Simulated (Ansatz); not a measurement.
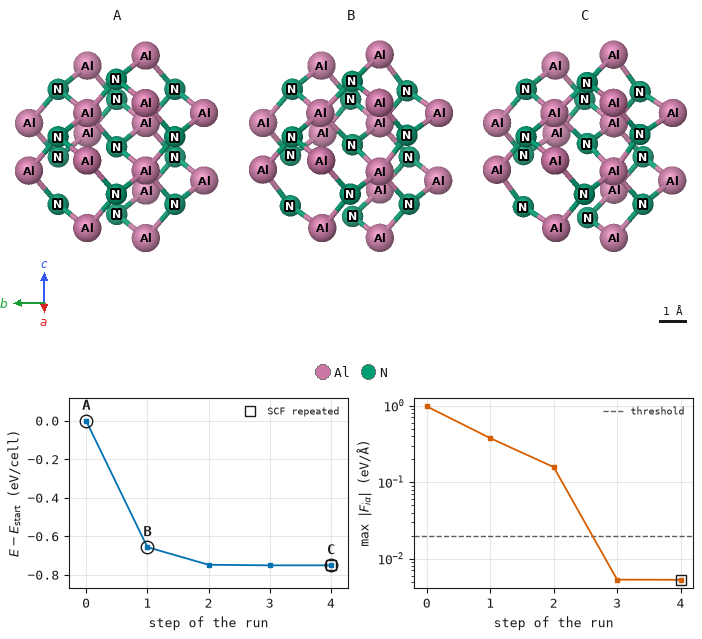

Frames of a relaxation of a defect cell of composition Al$_{7}$N$_{8}$, marked on the history of the run. The picture is a ball-and-stick view of the atoms within 4.2 Å of the atom that moves most (axes of the conventional cell (4 times the calculation's cell) (origin shifted)), seen from a free direction. Lengths and directions refer to the drawn axes.

All numbers below come from Ansatz 0.2.0, DFT PBE, scalar-relativistic, plane waves, PAW; settings changed.

The input:
```yaml
crystal:
  lattice:
    - [-4.4031742003, 0.0, 4.4031742003]
    - [-4.4031742003, -4.4031742003, 0.0]
    - [0.0, -4.4031742003, 4.4031742003]
  atoms:
    - { symbol: Al, position: [0.0, 0.0, 0.5] }
    - { symbol: Al, position: [0.0, 0.5, 0.0] }
    - { symbol: Al, position: [0.0, 0.0, 0.0] }
    - { symbol: Al, position: [0.5, 0.5, 0.5] }
    - { symbol: Al, position: [0.5, 0.0, 0.5] }
    - { symbol: Al, position: [0.5, 0.5, 0.0] }
    - { symbol: Al, position: [0.5, 0.0, 0.0] }
    - { symbol: "N", position: [0.375, 0.375, 0.375] }
    - { symbol: "N", position: [0.375, 0.875, 0.375] }
    - { symbol: "N", position: [0.375, 0.375, 0.875] }
    - { symbol: "N", position: [0.375, 0.875, 0.875] }
    - { symbol: "N", position: [0.875, 0.375, 0.375] }
    - { symbol: "N", position: [0.875, 0.875, 0.375] }
    - { symbol: "N", position: [0.875, 0.375, 0.875] }
    - { symbol: "N", position: [0.875, 0.875, 0.875] }
basis:
  ecutwfc: 420
kpoints:
  mp_grid: { grid: [4, 4, 4] }
hamiltonian:
  xc: pbe
scf:
  occupations: { method: tetrahedron_uncorrected }
  n_extra_bands: 32
  initial_density: { chi_scale: 0.3 }
output:
  forces: true
  eigenvalues: true
  stress: true
relax:
  adjacent_minimum: "off"
  f_tol: 0.02
  max_steps: 50
```

Command:
```bash
ansatz run input.yaml --threads 4 --pin off --max-ram 9216MiB --backend cpu --events-out ev --progress --plain --runs-dir out
```

### What happens along the run?

The largest moves, 0.18 Å, are those of N8, N12, N13 and N14. N8 goes along [−1 −1 1]. Largest moves by element: N 0.18 Å, Al 0.03 Å. The cell doesn't change. Among the contacts that change: Al1–N12 1.907 → 1.875 Å, Al1–N9 1.907 → 1.888 Å. Bond angles that change, for instance: N8–Al6–N14 109.5° → 97.2°, Al4–N8–Al5 109.5° → 114.9°, N8–Al6–N10 109.5° → 112.0°. After 3 accepted moves (4 points after the start) the energy has fallen by 0.750 eV per cell of the calculation. The largest force component goes from 0.98 to 0.0053 eV/Å. 1 step only repeated the SCF at the same geometry. The run took 3.8 s on 4 threads of Intel(R) Xeon(R) Platinum 8488C (Sapphire Rapids), on a shared host, peak memory 0.55 GiB. From step 0 to 1: N atoms move most (0.12 Å), energy −0.656 eV per cell of the calculation. From step 1 to 4: N atoms move most (0.07 Å), energy −94.4 meV per cell of the calculation.

```
step  E − E(0), meV/atom  largest force component, eV/Å                         note
   0                0.00                         0.9767                             
   1              -43.72                         0.3756                             
   2              -49.81                         0.1572                             
   3              -50.02                         0.0053                             
   4              -50.02                         0.0053  same geometry, SCF repeated
```

Limits of the set-up: the cell has an odd number of electrons but was run without spin polarisation; the periodic images lie only 6.2 Å apart, so the values are limited by the cell's size.
